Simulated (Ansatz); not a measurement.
Input

```
crystal:
  lattice:
    - [-4.1120350457, -4.1120350457, -4.1120350457]
    - [-4.1120350457, 4.1120350457, 4.1120350457]
    - [4.1120350457, 4.1120350457, -4.1120350457]
  atoms:
    - { symbol: Ti, position: [0.75, 0.0, 0.25] }
    - { symbol: Ti, position: [0.5, 0.0, 0.5] }
    - { symbol: Ti, position: [0.25, 0.0, 0.75] }
    - { symbol: Ti, position: [0.75, 0.5, 0.75] }
    - { symbol: Ti, position: [0.75, 0.25, 0.0] }
    - { symbol: Ti, position: [0.5, 0.25, 0.25] }
    - { symbol: Ti, position: [0.25, 0.25, 0.5] }
    - { symbol: Ti, position: [0.0, 0.25, 0.75] }
    - { symbol: Ti, position: [0.0, 0.0, 0.0] }
    - { symbol: Ti, position: [0.75, 0.75, 0.5] }
    - { symbol: Ti, position: [0.5, 0.75, 0.75] }
    - { symbol: Ti, position: [0.5, 0.5, 0.0] }
    - { symbol: Ti, position: [0.25, 0.5, 0.25] }
    - { symbol: Ti, position: [0.0, 0.5, 0.5] }
    - { symbol: Ti, position: [0.25, 0.75, 0.0] }
    - { symbol: Ti, position: [0.0, 0.75, 0.25] }
    - { symbol: O, position: [0.7674410352, -0.0070317171, 0.0069079788] }
basis:
  ecutwfc: 420
  xc_grid: 2
kpoints:
  mp_grid: { grid: [4, 4, 4], shift: [0.5, 0.5, 0.5] }
hamiltonian:
  xc: pbe
scf:
  occupations: { method: gaussian, width: 0.1 }
output:
  forces: true
  stress: false
  eigenvalues: true
  write_density: true
  write_potential: true
  elf: true
  volumetric_format: npy
relax:
  adjacent_minimum: "off"
  f_tol: 0.02
  max_steps: 60
```

Command:

```sh
ansatz run input.yaml --threads 4 --pin off --max-ram 8192MiB --backend cpu --events-out ev --progress --plain --runs-dir out
```

The fields are those of the run's last geometry, not of the input's.

Computed without spin polarisation.

Level of theory: DFT PBE, scalar-relativistic, plane waves, PAW in Ansatz 0.2.0.

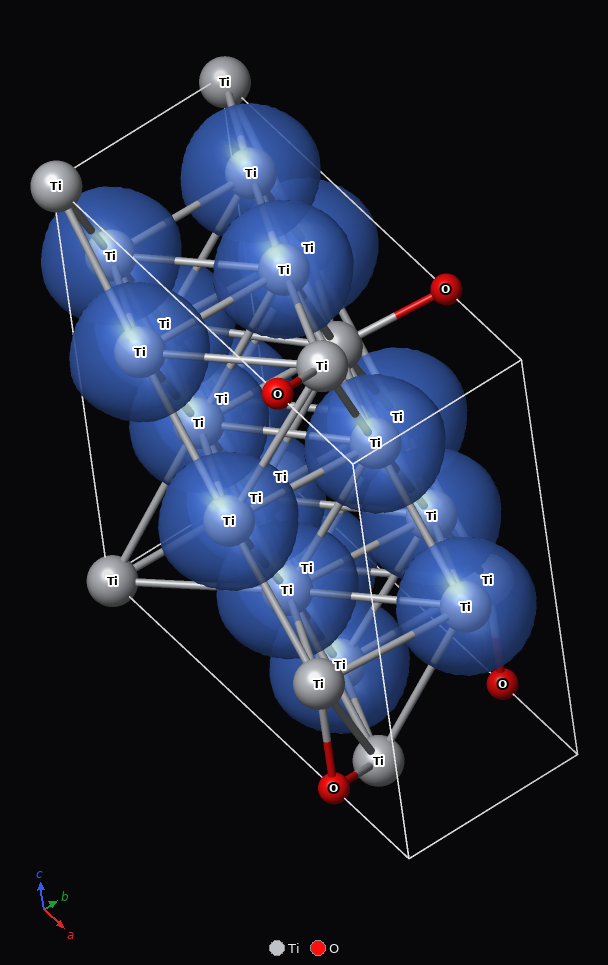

Ti$_{16}$O (cell with a defect). Isosurface of the valence pseudo-density at 0.3 e/Å³ (blue), seen slightly off an axis. Sticks mark near contacts.

The density is the valence pseudo-density of a PAW calculation; it isn't the true density close to the nuclei.

Question: Which contacts does the surface bridge?

Answer: At this value the density breaks into separate islands; it holds about 80 % of the electrons treated as valence (semicore included). It bridges the sampled Ti–O (1.88 Å) contacts, where the density stays above the isovalue. It is pinched off along the sampled Ti–Ti (2.83 Å), Ti–Ti (2.87 Å) and Ti–Ti (2.93 Å) contacts. On the grid the lowest density along these lines, outside the cores, is 0.83 e/Å³ (Ti–O, 1.88 Å), 0.21 e/Å³ (Ti–Ti, 2.83 Å), 0.2 e/Å³ (Ti–Ti, 2.87 Å) and 0.19 e/Å³ (Ti–Ti, 2.93 Å).

Question: Does the calculation make it a metal, or give it a gap?

Answer: It is gapless in this calculation (a metal or semimetal).
